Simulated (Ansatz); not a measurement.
C: several calculations on one system

Part 1: Relaxation

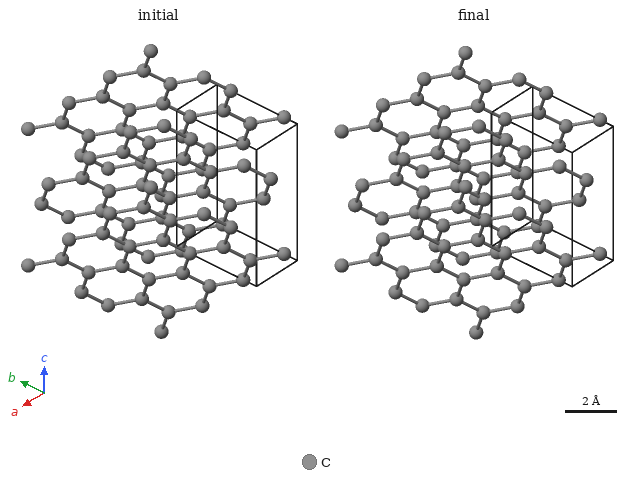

The structure of a crystal of C (set up in Fmmm) before (left) and after (right) a relaxation, at one scale.

A ball-and-stick model of the conventional cell (4 times the calculation's cell), repeated 3 × 2 × 1 with one cell outlined, seen from a free direction. Lengths and directions refer to the drawn axes.

Case: volume × 0.94, shape and atoms relaxed.

Method: Ansatz 0.2.0, DFT PBE+D3(BJ), scalar-relativistic, plane waves, PAW. (plane-wave cutoff 420 eV; k-point mesh 18 × 18 × 18; occupations gaussian; smearing width 0.02 eV; no spin polarisation; cell relaxed at fixed volume; force threshold 0.01 eV/Å; at most 30 steps)

What changed between the two?

Answer. No atom moves by more than 0.005 Å relative to the cell. The drawn cell changes at constant volume: a 2.438 → 2.461 Å (+0.9 %), b 4.219 → 4.258 Å (+0.9 %), c 6.525 → 6.406 Å (−1.8 %). Among the contacts that change: C–C 1.407 → 1.420 Å. The space group stays Fmmm (No. 69). The energy falls by 14.0 meV per cell of the calculation in 3 accepted moves (5 points after the start). Largest force component: 0.0011 eV/Å at the start, 0.00018 eV/Å at the end. The pressure goes from 11.43 to 2.87 GPa. At 2 points the geometry stayed and the basis and grid were re-selected for the new cell (energy shift of less than 0.05 meV per cell of the calculation at most each time). The run took 48 s on 1 thread of Arm Neoverse V2, with other jobs on the host, peak memory 0.43 GiB.

Part 2: Relaxation

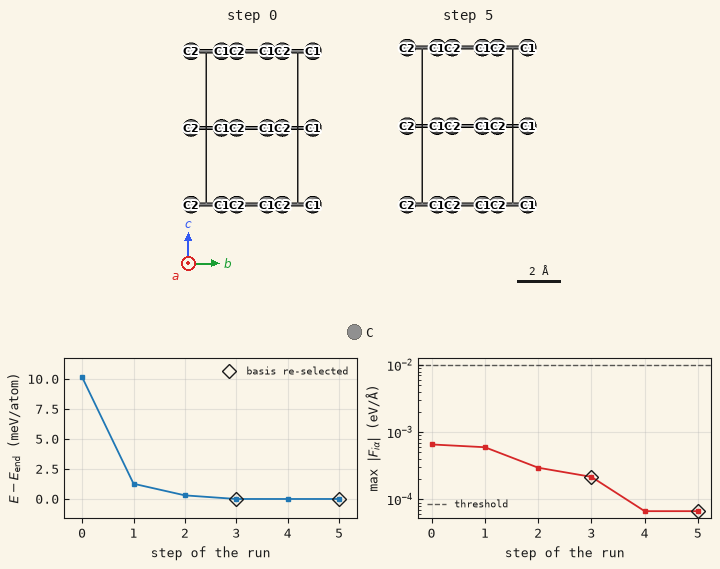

First and last geometry of a relaxation of a crystal of C (set up in Fmmm), with the history of the run. A ball-and-stick model of the conventional cell (4 times the calculation's cell), seen along the a axis. Lengths and directions refer to the drawn axes.

Case: volume × 1.10, shape and atoms relaxed.

Computed with DFT PBE+D3(BJ), scalar-relativistic, plane waves, PAW (Ansatz).

Input file:
```yaml
crystal:
  lattice:
    - [0.0, 2.1633848192, 3.6320761139]
    - [1.2494062401, 0.0, 3.6320761139]
    - [1.2494062401, 2.1633848192, 0.0]
  atoms:
    - { symbol: C, position: [0.1666821177, 0.8333178823, 0.1666821177] }
    - { symbol: C, position: [0.8333178823, 0.1666821177, 0.8333178823] }
basis:
  ecutwfc: 420
kpoints:
  mp_grid: { grid: [18, 18, 18] }
hamiltonian:
  xc: pbe
  dispersion: d3bj
scf:
  occupations: { method: gaussian, width: 0.02 }
output:
  forces: true
  stress: true
  eigenvalues: true
relax:
  adjacent_minimum: "off"
  f_tol: 0.01
  max_steps: 30
  cell: { stress_tol: 0.1, fix: [volume] }
```

Command:
```bash
ansatz run input.yaml --threads 1 --pin off --max-ram 2560MiB --backend cpu --events-out ev --progress --plain --runs-dir out
```

**Did the run converge, and what did it change?**

It converged. Over 3 accepted moves (5 points after the start) the energy falls by 10.2 meV per atom. The largest force component goes from 0.00066 to under 0.0001 eV/Å. The pressure goes from −10.51 to −1.65 GPa. The SCF was repeated twice at an unchanged geometry on a basis and grid sized afresh for the cell, which shifted the energy by 0.3 meV per atom at most. The atoms keep their places relative to the cell (all moves are under 0.005 Å). The drawn cell changes at constant volume: a 2.499 → 2.469 Å (−1.2 %), b 4.327 → 4.276 Å (−1.2 %), c 7.264 → 7.439 Å (+2.4 %). Some distances before and after: C1–C2 1.442 → 1.425 Å. The space group stays Fmmm (No. 69). Cost: 51 s on 1 thread of Arm Neoverse V2, with other jobs on the host, peak memory 0.46 GiB.

Part 3: A change

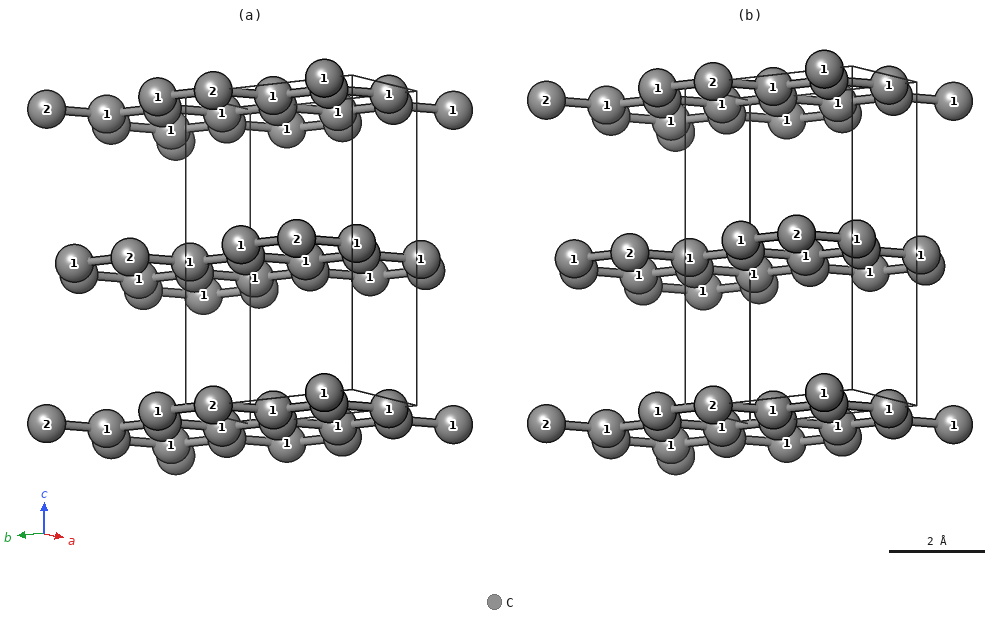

Left: solid C (set up in Fmmm). Right: the same structure after one change, at the same scale. A ball-and-stick model of the conventional cell (4 times the calculation's cell), repeated 2 × 2 × 1 with one cell outlined, seen from a free direction. Lengths and directions refer to the drawn axes.

All numbers below come from DFT PBE+D3(BJ), scalar-relativistic, plane waves, PAW in Ansatz 0.2.0. Set-up: plane-wave cutoff 420 eV; k-point mesh 18 × 18 × 18; occupations gaussian; smearing width 0.02 eV; no spin polarisation.

**What was changed?**

The volume is changed by +3.0 %. The cell's shape and the atoms are relaxed at that volume.

**How do the computed properties respond?**

The drawn cell changes as follows: a 2.466 → 2.467 Å (+0.1 %), b 4.268 → 4.271 Å (+0.1 %), c 6.784 → 6.979 Å (+2.9 %); the volume changes by +3.0 %. No atom moves by more than 0.005 Å relative to the cell. The space group stays Fmmm (No. 69). The energy changes by less than 1 meV per atom. The pressure goes from 0.0 to −0.8 GPa.
